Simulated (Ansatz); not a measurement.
**Ta23N24 (charge −1): single-point calculation (part 2 of 3)**

Continued. System: Ta23N24 (defect cell, 47 atoms in the cell, total charge −1). Method: DFT PBE, scalar-relativistic, plane waves, PAW, spin-polarised (Ansatz 0.2.0); cutoff 420 eV, 2×2×2 k-mesh, Gaussian smearing of 0.05 eV, collinear spins. The structure derives from an entry of the Crystallography Open Database.

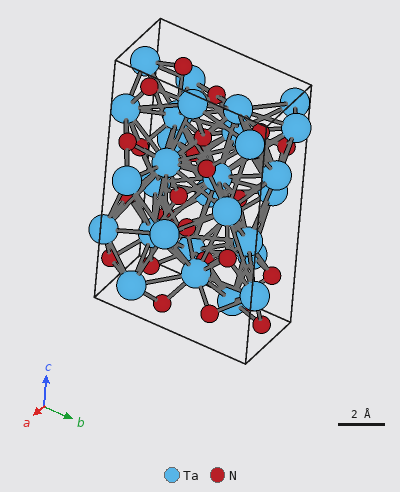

The structure as given in the input (ball-and-stick view of the cell of the calculation, seen slightly off an axis). An atom can appear more than once, as a periodic image.

Output, continued
```
  k-point 0 ↑: bands = ["-47.3937", "-47.3657", "-47.3304", "-47.3293", "-47.3189", "-47.2038", "-47.1370", "-47.0532", "-47.0417", "-47.0033", "-46.9979", "-46.9650", "-46.8960", "-46.8613", "-46.8463", "-46.8170", "-46.8035", "-46.7942", "-46.7278", "-46.7002", "-46.6189", "-46.6063", "-46.0439", "-14.6571", "-14.6227", "-14.5413", "-14.5170", "-14.4545", "-14.4290", "-14.4162", "-14.3838", "-14.3428", "-14.3084", "-14.2715", "-14.2585", "-14.2421", "-14.2271", "-14.1811", "-14.1586", "-14.1524",
      "-14.1361", "-14.0957", "-14.0656", "-14.0445", "-14.0369", "-13.9886", "-13.9760", "-13.9513", "-13.9265", "-13.9095", "-13.8967", "-13.8739", "-13.8417", "-13.8289", "-13.8191", "-13.8010", "-13.7689", "-13.7555", "-13.7416", "-13.7311", "-13.7176", "-13.6831", "-13.6475", "-13.6421", "-13.6131", "-13.6022", "-13.5636", "-13.5397", "-13.5344", "-13.5284", "-13.4931", "-13.4730", "-13.4527", "-13.4440", "-13.4154", "-13.3931", "-13.3724", "-13.3483", "-13.3124", "-13.2981",
      "-13.2535", "-13.2330", "-13.1985", "-13.1293", "-13.1117", "-13.0770", "-13.0672", "-12.9750", "-12.8945", "-12.8786", "-12.5651", "-12.5192", "2.8954", "4.1687", "4.4372", "4.5112", "4.7618", "4.8410", "4.8864", "4.9560", "5.0529", "5.1995", "5.2587", "5.3099", "5.4031", "5.4808", "5.6386", "5.7054", "5.7739", "5.8709", "5.9353", "6.0256", "6.2487", "6.3030", "6.5304", "6.6379", "12.4364", "12.5122", "12.5420", "12.8223",
      "12.9571", "13.0393", "13.1884", "13.1922", "13.2422", "13.2933", "13.3854", "13.4049", "13.4650", "13.5234", "13.6654", "13.7161", "13.8027", "13.9166", "13.9800", "14.0531", "14.1241", "14.1537", "14.2333", "14.3126", "14.4098", "14.4632", "14.5520", "14.6132", "14.6760", "14.7485", "14.8333", "14.8643", "14.9646", "15.0148", "15.1769", "15.2041", "15.2545", "15.2708", "15.4036", "15.4592", "15.5511", "15.6142", "15.6813", "15.6967",
      "15.8437", "16.0201", "16.0524", "16.1770", "16.2161", "16.3221", "16.3813", "16.4780", "16.5123", "16.6202", "16.7663", "16.8372", "16.9137", "16.9435", "17.0900", "17.1858", "17.3616", "17.4352", "17.5076", "17.6197", "17.7148", "17.7965", "17.8219", "17.9245", "18.0787", "18.1833", "18.3772", "18.4297", "18.5187", "18.8510", "19.0128", "19.0921", "19.1418", "19.3394", "19.4583", "19.5046", "19.6382", "19.6775", "19.8376", "19.9272",
      "20.0260", "20.0805", "20.2379", "20.4801", "20.5081", "20.6361", "20.9030", "20.9985", "21.0975", "21.2690", "21.4559", "21.5872", "21.7384", "21.8856", "21.9313", "22.0150", "22.1834", "22.3001", "22.4848", "22.5513", "22.6611", "22.7109", "22.8362", "23.0002", "23.0594", "23.1076", "23.1768", "23.3138", "23.3772", "23.4379", "23.5816", "23.6241", "23.7838", "23.9175", "24.0112", "24.0487", "24.0907", "24.1591", "24.2120", "24.3531",
      "24.4404", "24.5023", "24.5852", "24.5988", "24.6383", "24.8034", "24.8426", "24.9914", "25.0850", "25.1574", "25.1925", "25.2264", "25.2891", "25.3954", "25.4678", "25.5023", "25.6058", "25.6606"]
  k-point 1 ↑: bands = ["-47.3937", "-47.3658", "-47.3303", "-47.3294", "-47.3189", "-47.2038", "-47.1370", "-47.0532", "-47.0418", "-47.0035", "-46.9976", "-46.9650", "-46.8960", "-46.8613", "-46.8462", "-46.8170", "-46.8041", "-46.7935", "-46.7279", "-46.7002", "-46.6189", "-46.6063", "-46.0439", "-14.6530", "-14.6260", "-14.5449", "-14.4906", "-14.4521", "-14.4182", "-14.4005", "-14.3715", "-14.3473", "-14.3237", "-14.2954", "-14.2748", "-14.2514", "-14.2130", "-14.1914", "-14.1776", "-14.1653",
      "-14.1335", "-14.1107", "-14.0771", "-14.0535", "-14.0297", "-13.9975", "-13.9508", "-13.9393", "-13.9268", "-13.9133", "-13.8935", "-13.8861", "-13.8746", "-13.8353", "-13.8206", "-13.7768", "-13.7601", "-13.7538", "-13.7215", "-13.7006", "-13.6905", "-13.6806", "-13.6500", "-13.6397", "-13.6260", "-13.5960", "-13.5801", "-13.5597", "-13.5257", "-13.5180", "-13.5042", "-13.4575", "-13.4372", "-13.4346", "-13.4087", "-13.3944", "-13.3707", "-13.3465", "-13.3329", "-13.2991",
      "-13.2631", "-13.2313", "-13.1956", "-13.1327", "-13.1191", "-13.0806", "-13.0675", "-12.9736", "-12.8965", "-12.8803", "-12.5660", "-12.5200", "3.2088", "3.5038", "4.4912", "4.5824", "4.7241", "4.8288", "4.8683", "5.0482", "5.1271", "5.2144", "5.2673", "5.3510", "5.5031", "5.5444", "5.6424", "5.7231", "5.7714", "5.8450", "5.9653", "6.0209", "6.2766", "6.3684", "6.4143", "6.5676", "12.4434", "12.5078", "12.5579", "12.7169",
      "12.8275", "12.9688", "13.0572", "13.1296", "13.2207", "13.3111", "13.4440", "13.4938", "13.5368", "13.6029", "13.6706", "13.7652", "13.7977", "13.9740", "13.9896", "14.0607", "14.1118", "14.1628", "14.2912", "14.3146", "14.3777", "14.4663", "14.5505", "14.6100", "14.7064", "14.7992", "14.8962", "14.9467", "14.9696", "15.0699", "15.1057", "15.2301", "15.2607", "15.2782", "15.3757", "15.4581", "15.5154", "15.6131", "15.6830", "15.7889",
      "15.8850", "15.9087", "15.9428", "16.0294", "16.1270", "16.2640", "16.3173", "16.4917", "16.6005", "16.6490", "16.8037", "16.8692", "16.8936", "16.9550", "17.1679", "17.2174", "17.2857", "17.3873", "17.5034", "17.5912", "17.7228", "17.8466", "17.9574", "18.0477", "18.1288", "18.1701", "18.2625", "18.3548", "18.5910", "18.8152", "18.9738", "19.0193", "19.2624", "19.3131", "19.4164", "19.5096", "19.6043", "19.6991", "19.7775", "19.8827",
      "20.1168", "20.1310", "20.3614", "20.5040", "20.6972", "20.7569", "20.8154", "20.9483", "21.0579", "21.0958", "21.2879", "21.6039", "21.7074", "21.7155", "21.9184", "22.1060", "22.2301", "22.2524", "22.3616", "22.5601", "22.6221", "22.7640", "22.8624", "22.8958", "22.9710", "23.1421", "23.1949", "23.3415", "23.4565", "23.5613", "23.6135", "23.7142", "23.7221", "23.7545", "23.9320", "24.0298", "24.1297", "24.1590", "24.2482", "24.2860",
      "24.4069", "24.4738", "24.5867", "24.6734", "24.7368", "24.8109", "24.8787", "24.9598", "24.9672", "25.0526", "25.0835", "25.1669", "25.2822", "25.3657", "25.4529", "25.4718", "25.5380", "25.6792"]
  k-point 2 ↑: bands = ["-47.3935", "-47.3656", "-47.3303", "-47.3294", "-47.3190", "-47.2038", "-47.1370", "-47.0528", "-47.0424", "-47.0033", "-46.9979", "-46.9650", "-46.8962", "-46.8625", "-46.8442", "-46.8171", "-46.8033", "-46.7947", "-46.7325", "-46.6956", "-46.6193", "-46.6062", "-46.0439", "-14.6565", "-14.5875", "-14.5299", "-14.5148", "-14.4684", "-14.4429", "-14.3960", "-14.3866", "-14.3687", "-14.3221", "-14.3057", "-14.2597", "-14.2280", "-14.1984", "-14.1673", "-14.1610", "-14.1496",
      "-14.1314", "-14.1157", "-14.0933", "-14.0686", "-14.0582", "-14.0209", "-14.0036", "-13.9943", "-13.9408", "-13.9181", "-13.8962", "-13.8753", "-13.8285", "-13.8072", "-13.7971", "-13.7823", "-13.7593", "-13.7411", "-13.7184", "-13.7102", "-13.6854", "-13.6751", "-13.6550", "-13.6322", "-13.5925", "-13.5768", "-13.5585", "-13.5495", "-13.5200", "-13.5116", "-13.4974", "-13.4865", "-13.4482", "-13.4422", "-13.4122", "-13.3726", "-13.3471", "-13.3445", "-13.2880", "-13.2742",
      "-13.2635", "-13.2310", "-13.2008", "-13.1768", "-13.1345", "-13.0952", "-13.0807", "-12.9883", "-12.9040", "-12.8904", "-12.5674", "-12.5275", "3.5233", "3.7387", "4.1282", "4.4023", "4.6205", "4.8069", "4.8808", "4.9705", "5.0175", "5.1888", "5.2327", "5.3398", "5.4235", "5.4870", "5.6251", "5.7738", "5.8363", "5.9265", "6.0175", "6.1499", "6.3216", "6.3834", "6.4652", "6.5957", "12.1266", "12.3487", "12.5514", "12.7134",
      "12.7831", "12.9164", "12.9894", "13.1515", "13.2157", "13.2471", "13.4240", "13.4957", "13.6014", "13.6562", "13.7805", "13.8184", "13.9077", "13.9588", "14.0712", "14.1364", "14.1745", "14.2666", "14.3096", "14.3477", "14.4216", "14.5265", "14.6258", "14.7190", "14.7385", "14.8144", "14.9106", "15.0139", "15.0560", "15.1142", "15.1509", "15.1996", "15.2931", "15.3405", "15.4333", "15.4858", "15.5563", "15.6220", "15.7392", "15.7710",
      "15.8407", "15.9056", "16.0102", "16.0537", "16.1907", "16.2249", "16.3624", "16.5330", "16.6458", "16.7025", "16.7429", "16.8595", "16.8801", "16.9885", "17.0622", "17.1869", "17.2324", "17.3642", "17.4587", "17.5829", "17.6466", "17.6983", "17.7111", "17.8611", "17.9533", "18.1711", "18.3556", "18.4000", "18.6425", "18.7407", "18.7981", "18.8962", "19.1513", "19.3303", "19.3931", "19.5765", "19.6510", "19.6850", "19.7999", "19.9288",
      "19.9940", "20.0753", "20.1853", "20.3265", "20.6078", "20.7157", "20.9551", "21.1000", "21.1143", "21.2778", "21.3069", "21.3540", "21.7486", "21.7867", "21.9509", "22.0224", "22.0351", "22.1796", "22.3882", "22.4742", "22.7011", "22.8398", "22.8841", "22.9892", "23.1099", "23.2197", "23.2483", "23.3248", "23.4368", "23.4815", "23.5646", "23.6237", "23.7157", "23.8274", "23.9912", "24.0320", "24.1809", "24.2386", "24.2616", "24.3139",
      "24.4542", "24.5267", "24.5896", "24.6654", "24.7406", "24.7594", "24.8430", "24.9351", "24.9605", "25.0569", "25.1660", "25.2967", "25.3975", "25.4866", "25.5148", "25.5945", "25.6393", "25.7188"]
  k-point 7 ↓: bands = ["-47.3934", "-47.3654", "-47.3302", "-47.3294", "-47.3190", "-47.2042", "-47.1370", "-47.0514", "-47.0423", "-47.0053", "-46.9980", "-46.9653", "-46.8965", "-46.8619", "-46.8449", "-46.8166", "-46.8031", "-46.7945", "-46.7327", "-46.6958", "-46.6189", "-46.6061", "-46.0439", "-14.7193", "-14.6206", "-14.5334", "-14.4851", "-14.4563", "-14.4414", "-14.4005", "-14.3817", "-14.3304", "-14.2938", "-14.2843", "-14.2743", "-14.2701", "-14.2309", "-14.1977", "-14.1809", "-14.1376",
      "-14.1122", "-14.0883", "-14.0735", "-14.0450", "-14.0347", "-13.9965", "-13.9421", "-13.9320", "-13.9053", "-13.9018", "-13.8974", "-13.8842", "-13.8379", "-13.8241", "-13.8077", "-13.7840", "-13.7667", "-13.7543", "-13.7273", "-13.7211", "-13.7114", "-13.6902", "-13.6545", "-13.6444", "-13.6057", "-13.5994", "-13.5864", "-13.5423", "-13.5293", "-13.5143", "-13.5042", "-13.4907", "-13.4505", "-13.4412", "-13.4252", "-13.4065", "-13.3848", "-13.3048", "-13.2881", "-13.2682",
      "-13.2676", "-13.2277", "-13.1939", "-13.1522", "-13.1225", "-13.1213", "-13.0623", "-12.9901", "-12.9075", "-12.8831", "-12.5676", "-12.5238", "3.8206", "4.0058", "4.1386", "4.3167", "4.3906", "4.5417", "4.8471", "4.9235", "4.9399", "5.0820", "5.2451", "5.3487", "5.4438", "5.5001", "5.5626", "5.7418", "5.8101", "6.0121", "6.0476", "6.2289", "6.2889", "6.4377", "6.4647", "6.6824", "12.2336", "12.2959", "12.4039", "12.5783",
      "12.7579", "12.8434", "13.0638", "13.1494", "13.2058", "13.3630", "13.4753", "13.5278", "13.5827", "13.6682", "13.7240", "13.8302", "13.8610", "14.0838", "14.1141", "14.1751", "14.2282", "14.2668", "14.3559", "14.4511", "14.4746", "14.5695", "14.6209", "14.6628", "14.7204", "14.8510", "14.9384", "14.9750", "15.0014", "15.0361", "15.1731", "15.2183", "15.3130", "15.3975", "15.4160", "15.5066", "15.6094", "15.6566", "15.6910", "15.7459",
      "15.7941", "15.9633", "16.0552", "16.1293", "16.1637", "16.2540", "16.3652", "16.5443", "16.5539", "16.6306", "16.7197", "16.7759", "16.8125", "16.9919", "16.9975", "17.0928", "17.2037", "17.3978", "17.4370", "17.5030", "17.7930", "17.8524", "17.8741", "18.0774", "18.1274", "18.1479", "18.2900", "18.4600", "18.5027", "18.6805", "18.8902", "19.0183", "19.1002", "19.2283", "19.2725", "19.3457", "19.4878", "19.5853", "19.7386", "19.8230",
      "19.9279", "20.0694", "20.2257", "20.3206", "20.5706", "20.6537", "20.8206", "20.9373", "20.9961", "21.2671", "21.4398", "21.5988", "21.7624", "21.7988", "21.8275", "22.0742", "22.2336", "22.4499", "22.4730", "22.5747", "22.6023", "22.8859", "22.9041", "23.0202", "23.0862", "23.1740", "23.2983", "23.3713", "23.4349", "23.4868", "23.5617", "23.6685", "23.7251", "23.8003", "23.8406", "23.9949", "24.0322", "24.1839", "24.2384", "24.3211",
      "24.4036", "24.5314", "24.6281", "24.6956", "24.7514", "24.8570", "24.9178", "24.9752", "25.0517", "25.1294", "25.2064", "25.2459", "25.3230", "25.4311", "25.4817", "25.4886", "25.5726", "25.6394"]
--- Löwdin populations: 47 sites ---
  site symbol       q [e]    m [muB]
     0     Ta     12.3220    -0.0000
     1     Ta     12.1915    -0.0000
     2     Ta     12.4530     0.0000
     3     Ta     12.1766    -0.0000
     4     Ta     12.2742    -0.0000
     5     Ta     12.3328    -0.0000
     6     Ta     12.2233    -0.0000
     7     Ta     12.4412    -0.0000
     8     Ta     12.0719    -0.0000
     9     Ta     12.3510    -0.0000
    10     Ta     12.3160    -0.0000
    11     Ta     12.2711    -0.0000
    12     Ta     12.3178    -0.0000
    13     Ta     12.0932    -0.0000
    14     Ta     12.4340    -0.0000
    15     Ta     12.6065     0.0000
    16     Ta     12.0619     0.0000
    17     Ta     12.4141    -0.0000
    18     Ta     12.0915     0.0000
    19     Ta     12.1466     0.0000
    20     Ta     12.4186    -0.0000
    21     Ta     12.2465    -0.0000
    22     Ta     12.3108    -0.0000
    23      N      5.6838     0.0000
    24      N      5.6420     0.0000
    25      N      5.6695    -0.0000
    26      N      5.6946    -0.0000
    27      N      5.6680    -0.0000
    28      N      5.6444    -0.0000
    29      N      5.6797    -0.0000
    30      N      5.6161     0.0000
    31      N      5.6078     0.0000
    32      N      5.6472    -0.0000
    33      N      5.6361     0.0000
    34      N      5.6762     0.0000
    35      N      5.6205    -0.0000
    36      N      5.6465     0.0000
    37      N      5.6095     0.0000
    38      N      5.6244     0.0000
    39      N      5.6320    -0.0000
    40      N      5.6319    -0.0000
    41      N      5.7093    -0.0000
    42      N      5.6370     0.0000
    43      N      5.6366    -0.0000
    44      N      5.6350    -0.0000
    45      N      5.5850     0.0000
    46      N      5.6552    -0.0000
  spilling = 0.004633 (of n_electrons = 420.000000)
--- Bader charges: 47 sites ---
  site symbol  charge [e]  shift [e]    m [muB]
     0     Ta      1.5630     0.0036     0.0000
     1     Ta      1.7995     0.0014     0.0000
     2     Ta      1.3202     0.0016     0.0000
     3     Ta      1.8921     0.0042     0.0000
     4     Ta      1.7227     0.0037     0.0000
     5     Ta      1.5634     0.0026     0.0000
     6     Ta      1.6901     0.0026     0.0000
     7     Ta      1.2804     0.0007     0.0000
     8     Ta      1.9817     0.0042     0.0000
     9     Ta      1.5754     0.0039     0.0000
    10     Ta      1.6319     0.0020     0.0000
    11     Ta      1.5885     0.0022     0.0000
    12     Ta      1.5865     0.0020     0.0000
    13     Ta      1.8784     0.0007     0.0000
    14     Ta      1.3364     0.0015     0.0000
    15     Ta      0.9272     0.0022     0.0000
    16     Ta      2.1672     0.0062     0.0000
    17     Ta      1.3679     0.0007     0.0000
    18     Ta      1.9540     0.0013     0.0000
    19     Ta      2.0214     0.0048     0.0000
    20     Ta      1.2289     0.0016     0.0000
    21     Ta      1.5702     0.0015     0.0000
    22     Ta      1.6500     0.0028     0.0000
    23      N     -1.5432     0.0021     0.0000
    24      N     -1.6061     0.0033     0.0000
    25      N     -1.5379     0.0012     0.0000
    26      N     -1.6693     0.0006     0.0000
    27      N     -1.6224     0.0009     0.0000
    28      N     -1.5168     0.0046     0.0000
    29      N     -1.6610     0.0009     0.0000
    30      N     -1.5879     0.0033     0.0000
    31      N     -1.5980     0.0031     0.0000
    32      N     -1.6110     0.0004     0.0000
    33      N     -1.6785     0.0018     0.0000
    34      N     -1.6585     0.0003     0.0000
    35      N     -1.5914     0.0036     0.0000
    36      N     -1.6627     0.0016     0.0000
    37      N     -1.5161     0.0037     0.0000
    38      N     -1.5518     0.0025     0.0000
    39      N     -1.7535     0.0020     0.0000
    40      N     -1.5380     0.0066     0.0000
    41      N     -1.6826     0.0004     0.0000
    42      N     -1.4695     0.0030     0.0000
    43      N     -1.5223     0.0054     0.0000
    44      N     -1.7029     0.0035     0.0000
    45      N     -1.5032     0.0050     0.0000
    46      N     -1.5125     0.0011     0.0000
  estimated error of the sums over rays = 9.9e-4 e
```
